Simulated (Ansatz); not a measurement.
## Geometry relaxation, with input and output: Zn₁₈O₁₇ (part 3 of 3)

Continued. System: Zn₁₈O₁₇ (defect cell, 35 atoms in the cell). Method: DFT PBE, scalar-relativistic, plane waves, PAW, no spin polarisation (Ansatz 0.2.0); cutoff 420 eV, 2×2×2 k-mesh, Gaussian smearing of 0.02 eV. The structure derives from an entry of the Crystallography Open Database.

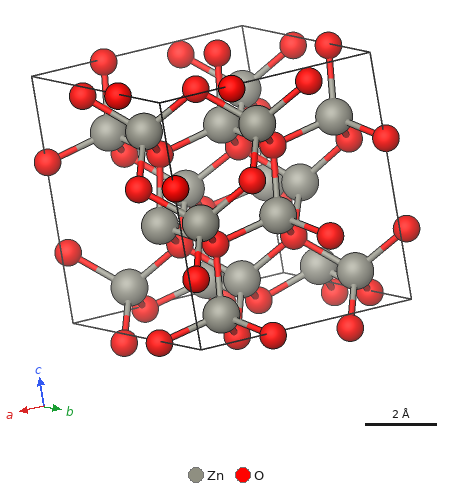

Fig. 1: The geometry at step 4 of the log (ball-and-stick view of the cell of the calculation, seen at an oblique angle; bonded neighbours outside the cell are drawn too).

Trajectory as extended XYZ, continued:
```
35
Lattice="0.0000 5.6802 -5.2933 4.9192 -2.8401 -5.2933 -4.9192 -2.8401 -5.2933" Properties=species:S:1:pos:R:3:forces:R:3 step=2 energy=-69394.48336
Zn   -1.5702   -0.9868   -2.6769    0.2968  -0.1714  -0.1047
Zn    1.6417   -0.9456   -7.9353   -0.0739  -0.0426   0.0074
Zn    1.5702   -0.9868   -2.6769   -0.2968  -0.1714  -0.1047
Zn    0.0000    1.9737   -7.9702    0.0000   0.3428  -0.1047
Zn    0.0000    1.8877   -2.6466    0.0000  -0.0053   0.0270
Zn    0.0000   -3.7891   -7.9353    0.0000   0.0853   0.0074
Zn    3.2746    1.8962   -7.9399   -0.0046   0.0026   0.0270
Zn   -1.6417   -0.9456   -7.9353    0.0739  -0.0426   0.0074
Zn   -3.2746    1.8962   -7.9399    0.0046   0.0026   0.0270
Zn    0.0000    3.7868   -5.3028    0.0000   0.0000   0.0101
Zn    3.2748   -1.8982   -5.2940    0.0091   0.0054  -0.0217
Zn   -1.6416    0.9531  -10.5873    0.0002  -0.0106  -0.0217
Zn    1.6333    0.9451   -5.2940    0.0092   0.0052  -0.0217
Zn   -3.2748   -1.8982   -5.2940   -0.0091   0.0054  -0.0217
Zn    1.6416    0.9531  -10.5873   -0.0002  -0.0106  -0.0217
Zn    0.0000   -1.8934  -10.5848    0.0000   0.0000   0.0329
Zn    0.0000   -1.8934   -5.2060    0.0000   0.0000   0.3378
Zn   -1.6333    0.9451   -5.2940   -0.0092   0.0052  -0.0217
O    -1.6232    4.7240  -11.2143   -0.0031   0.0018   0.0005
O     3.2821   -1.9141   -8.5762    0.0022   0.0174   0.0006
O    -1.6589    0.9548  -13.8695    0.0139  -0.0106   0.0006
O     1.6232    0.9593   -8.5762    0.0161  -0.0068   0.0006
O    -3.2821   -1.9141   -8.5762   -0.0022   0.0174   0.0006
O     1.6589    0.9548  -13.8695   -0.0139  -0.0106   0.0006
O     0.0000   -1.8934  -13.8775    0.0000   0.0000  -0.0121
O     0.0000   -1.8934   -8.5754    0.0000   0.0000  -0.0370
O    -1.6232    0.9593   -8.5762   -0.0161  -0.0068   0.0006
O     3.2836    1.8911  -11.2508    0.0004  -0.0002   0.0018
O     1.6232   -0.9562   -5.9210    0.0031   0.0018   0.0005
O    -3.2836    1.8911  -11.2508   -0.0004  -0.0002   0.0018
O     0.0000    1.8981   -5.9575    0.0000   0.0004   0.0018
O     0.0000   -3.7900  -11.2239    0.0000   0.0063  -0.0005
O     0.0000    1.9125  -11.2143    0.0000  -0.0036   0.0005
O    -1.6425   -0.9451  -11.2239    0.0055  -0.0032  -0.0005
O     1.6425   -0.9451  -11.2239   -0.0055  -0.0032  -0.0005
35
Lattice="0.0000 5.6802 -5.2933 4.9192 -2.8401 -5.2933 -4.9192 -2.8401 -5.2933" Properties=species:S:1:pos:R:3:forces:R:3 step=3 energy=-69394.54506
Zn   -1.4743   -1.0422   -2.7280   -0.1618   0.0934   0.0592
Zn    1.6279   -0.9536   -7.9196    0.0030   0.0018   0.0201
Zn    1.4743   -1.0422   -2.7280    0.1618   0.0934   0.0592
Zn    0.0000    2.0845   -8.0213    0.0000  -0.1868   0.0592
Zn    0.0000    1.8845   -2.6432    0.0000  -0.0209  -0.0071
Zn    0.0000   -3.7731   -7.9196    0.0000  -0.0035   0.0201
Zn    3.2717    1.8979   -7.9365   -0.0181   0.0105  -0.0071
Zn   -1.6279   -0.9536   -7.9196   -0.0030   0.0018   0.0201
Zn   -3.2717    1.8979   -7.9365    0.0181   0.0105  -0.0071
Zn    0.0000    3.7868   -5.2944    0.0000   0.0000   0.0666
Zn    3.2752   -1.9067   -5.3019    0.0126  -0.0059  -0.0097
Zn   -1.6491    0.9570  -10.5952   -0.0114  -0.0080  -0.0097
Zn    1.6261    0.9497   -5.3019    0.0012   0.0138  -0.0097
Zn   -3.2752   -1.9067   -5.3019   -0.0126  -0.0059  -0.0097
Zn    1.6491    0.9570  -10.5952    0.0114  -0.0080  -0.0097
Zn    0.0000   -1.8934  -10.5818    0.0000   0.0000  -0.0226
Zn    0.0000   -1.8934   -5.0691    0.0000   0.0000  -0.1362
Zn   -1.6261    0.9497   -5.3019   -0.0012   0.0138  -0.0097
O    -1.6063    4.7142  -11.1883    0.0272  -0.0157   0.0002
O     3.2832   -1.9266   -8.5747    0.0353  -0.0403   0.0064
O    -1.6703    0.9601  -13.8680   -0.0525  -0.0104   0.0064
O     1.6129    0.9665   -8.5747   -0.0172   0.0507   0.0064
O    -3.2832   -1.9266   -8.5747   -0.0353  -0.0403   0.0064
O     1.6703    0.9601  -13.8680    0.0525  -0.0104   0.0064
O     0.0000   -1.8934  -13.8698    0.0000   0.0000  -0.0450
O     0.0000   -1.8934   -8.5838    0.0000   0.0000   0.0259
O    -1.6129    0.9665   -8.5747    0.0172   0.0507   0.0064
O     3.2965    1.8836  -11.2822   -0.0055   0.0032  -0.0362
O     1.6063   -0.9660   -5.8950   -0.0272  -0.0157   0.0002
O    -3.2965    1.8836  -11.2822    0.0055   0.0032  -0.0362
O     0.0000    1.9131   -5.9889    0.0000  -0.0063  -0.0362
O     0.0000   -3.7905  -11.2229    0.0000  -0.0021   0.0075
O     0.0000    1.9321  -11.1883    0.0000   0.0314   0.0002
O    -1.6429   -0.9449  -11.2229   -0.0018   0.0010   0.0075
O     1.6429   -0.9449  -11.2229    0.0018   0.0010   0.0075
35
Lattice="0.0000 5.6802 -5.2933 4.9192 -2.8401 -5.2933 -4.9192 -2.8401 -5.2933" Properties=species:S:1:pos:R:3:forces:R:3 step=4 energy=-69394.55595
Zn   -1.5013   -1.0266   -2.7150   -0.0007   0.0004  -0.0058
Zn    1.6302   -0.9522   -7.9213    0.0002   0.0001   0.0086
Zn    1.5013   -1.0266   -2.7150    0.0007   0.0004  -0.0058
Zn    0.0000    2.0533   -8.0083    0.0000  -0.0008  -0.0058
Zn    0.0000    1.8838   -2.6441    0.0000  -0.0055  -0.0039
Zn    0.0000   -3.7758   -7.9213    0.0000  -0.0003   0.0086
Zn    3.2712    1.8982   -7.9373   -0.0048   0.0028  -0.0039
Zn   -1.6302   -0.9522   -7.9213   -0.0002   0.0001   0.0086
Zn   -3.2712    1.8982   -7.9373    0.0048   0.0028  -0.0039
Zn    0.0000    3.7868   -5.2933    0.0000   0.0000   0.0184
Zn    3.2754   -1.9052   -5.3020   -0.0016   0.0000  -0.0003
Zn   -1.6479    0.9561  -10.5953    0.0008   0.0014  -0.0003
Zn    1.6275    0.9491   -5.3020   -0.0008  -0.0014  -0.0003
Zn   -3.2754   -1.9052   -5.3020    0.0016   0.0000  -0.0003
Zn    1.6479    0.9561  -10.5953   -0.0008   0.0014  -0.0003
Zn    0.0000   -1.8934  -10.5827    0.0000   0.0000   0.0003
Zn    0.0000   -1.8934   -5.0952    0.0000   0.0000   0.0271
Zn   -1.6275    0.9491   -5.3020    0.0008  -0.0014  -0.0003
O    -1.6074    4.7149  -11.1930   -0.0133   0.0077  -0.0153
O     3.2845   -1.9248   -8.5757   -0.0042   0.0073   0.0020
O    -1.6695    0.9581  -13.8690    0.0084   0.0000   0.0020
O     1.6150    0.9668   -8.5757    0.0043  -0.0073   0.0020
O    -3.2845   -1.9248   -8.5757    0.0042   0.0073   0.0020
O     1.6695    0.9581  -13.8690   -0.0084   0.0000   0.0020
O     0.0000   -1.8934  -13.8730    0.0000   0.0000  -0.0096
O     0.0000   -1.8934   -8.5807    0.0000   0.0000  -0.0091
O    -1.6150    0.9668   -8.5757   -0.0043  -0.0073   0.0020
O     3.2937    1.8852  -11.2770   -0.0020   0.0011  -0.0002
O     1.6074   -0.9654   -5.8997    0.0133   0.0077  -0.0153
O    -3.2937    1.8852  -11.2770    0.0020   0.0011  -0.0002
O     0.0000    1.9098   -5.9837    0.0000  -0.0023  -0.0002
O     0.0000   -3.7902  -11.2232    0.0000   0.0020   0.0043
O     0.0000    1.9308  -11.1930    0.0000  -0.0154  -0.0153
O    -1.6427   -0.9450  -11.2232    0.0017  -0.0010   0.0043
O     1.6427   -0.9450  -11.2232   -0.0017  -0.0010   0.0043
35
Lattice="0.0000 5.6802 -5.2933 4.9192 -2.8401 -5.2933 -4.9192 -2.8401 -5.2933" Properties=species:S:1:pos:R:3:forces:R:3 step=5 energy=-69394.55617
Zn   -1.5027   -1.0259   -2.7158   -0.0031   0.0018  -0.0006
Zn    1.6293   -0.9527   -7.9198   -0.0005  -0.0003   0.0029
Zn    1.5027   -1.0259   -2.7158    0.0031   0.0018  -0.0006
Zn    0.0000    2.0517   -8.0091    0.0000  -0.0036  -0.0006
Zn    0.0000    1.8831   -2.6449    0.0000   0.0000   0.0007
Zn    0.0000   -3.7748   -7.9198    0.0000   0.0006   0.0029
Zn    3.2705    1.8986   -7.9382    0.0000   0.0000   0.0007
Zn   -1.6293   -0.9527   -7.9198    0.0005  -0.0003   0.0029
Zn   -3.2705    1.8986   -7.9382    0.0000   0.0000   0.0007
Zn    0.0000    3.7868   -5.2916    0.0000   0.0000   0.0037
Zn    3.2757   -1.9052   -5.3023   -0.0001   0.0010   0.0000
Zn   -1.6480    0.9559  -10.5956    0.0009  -0.0005   0.0000
Zn    1.6277    0.9493   -5.3023    0.0009  -0.0006   0.0000
Zn   -3.2757   -1.9052   -5.3023    0.0001   0.0010   0.0000
Zn    1.6480    0.9559  -10.5956   -0.0009  -0.0005   0.0000
Zn    0.0000   -1.8934  -10.5836    0.0000   0.0000   0.0004
Zn    0.0000   -1.8934   -5.0888    0.0000   0.0000   0.0089
Zn   -1.6277    0.9493   -5.3023   -0.0009  -0.0006   0.0000
O    -1.6076    4.7150  -11.1927   -0.0019   0.0011  -0.0051
O     3.2835   -1.9238   -8.5759    0.0013  -0.0001   0.0006
O    -1.6681    0.9584  -13.8691   -0.0007  -0.0011   0.0006
O     1.6154    0.9654   -8.5759    0.0006   0.0012   0.0006
O    -3.2835   -1.9238   -8.5759   -0.0013  -0.0001   0.0006
O     1.6681    0.9584  -13.8691    0.0007  -0.0011   0.0006
O     0.0000   -1.8934  -13.8731    0.0000   0.0000  -0.0036
O     0.0000   -1.8934   -8.5821    0.0000   0.0000  -0.0006
O    -1.6154    0.9654   -8.5759   -0.0006   0.0012   0.0006
O     3.2936    1.8852  -11.2773    0.0017  -0.0010  -0.0030
O     1.6076   -0.9652   -5.8994    0.0019   0.0011  -0.0051
O    -3.2936    1.8852  -11.2773   -0.0017  -0.0010  -0.0030
O     0.0000    1.9098   -5.9840    0.0000   0.0020  -0.0030
O     0.0000   -3.7901  -11.2237    0.0000  -0.0008   0.0009
O     0.0000    1.9305  -11.1927    0.0000  -0.0022  -0.0051
O    -1.6426   -0.9450  -11.2237   -0.0007   0.0004   0.0009
O     1.6426   -0.9450  -11.2237    0.0007   0.0004   0.0009
```

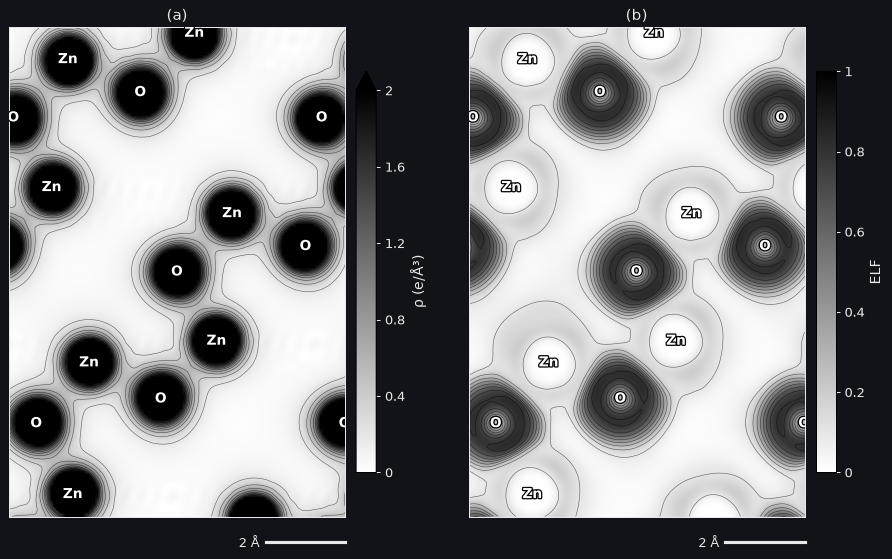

Fig. 2: (a) valence electron density; (b) ELF on the (011̄) plane of the calculation cell. The section cuts through Zn and O sites. Zn–O (2.00 Å): the density is about 0.56 e/Å³ at the midpoint; the ELF is about 0.25 at the midpoint. The density dies away to nearly zero in the voids. The fields are those of the smooth PAW valence density.

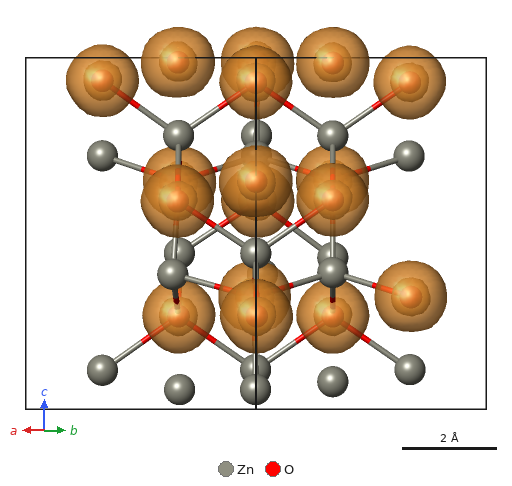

Fig. 3: Isosurface of the ELF at 0.75 (orange), seen along [110]. Core shells and regions of very low density are left out. Sticks mark near contacts. The outline is the calculation cell. Profiles from the grid: Zn–O (1.99 Å): the ELF is about 0.25 at the midpoint.

Key numbers:

```json
{"quantity": "outcome", "value": "converged"}
{"quantity": "electrons treated", "value": "318"}
{"quantity": "free energy", "value": "−69394.5562 eV"}
{"quantity": "Fermi energy", "value": "7.744 eV"}
{"quantity": "gap on the k-point mesh", "value": "1.92 eV"}
{"quantity": "final volume", "value": "443.72 Å³"}
{"quantity": "largest force (length of the vector) at the end", "value": "0.009 eV/Å"}
{"quantity": "hardware", "value": "4 threads of Arm Neoverse V1, 112 GiB of memory available, shared host"}
{"quantity": "wall time", "value": "69 s (CPU time 4.5 min)"}
{"quantity": "peak memory", "value": "1.1 GiB"}
```
